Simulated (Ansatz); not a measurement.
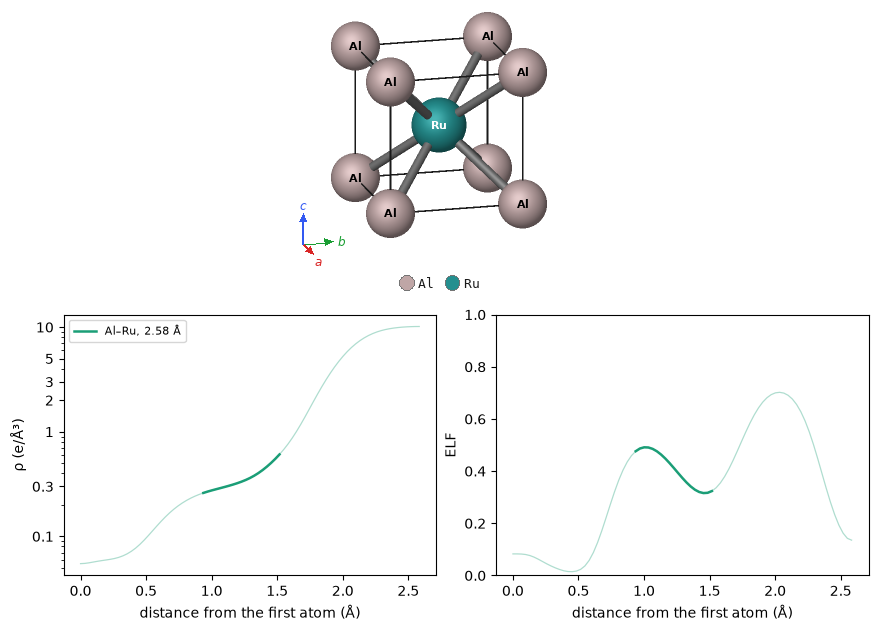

*AlRu. Valence charge density (pseudo) and electron localisation function along straight lines between neighbouring atoms. Thin, pale parts lie inside the atomic spheres. The structure is drawn too.*

Space group Pm-3m; computed without spin polarisation.

All numbers below come from DFT r2SCAN, scalar-relativistic, plane waves, PAW (Ansatz 0.2.0).

The density is the valence pseudo-density of a PAW calculation; it isn't the true density close to the nuclei.

What can be read from the curves?

Al–Ru (2.58 Å): ρ is about 0.36 e/Å³ halfway; the ELF is about 0.35 at the midpoint.
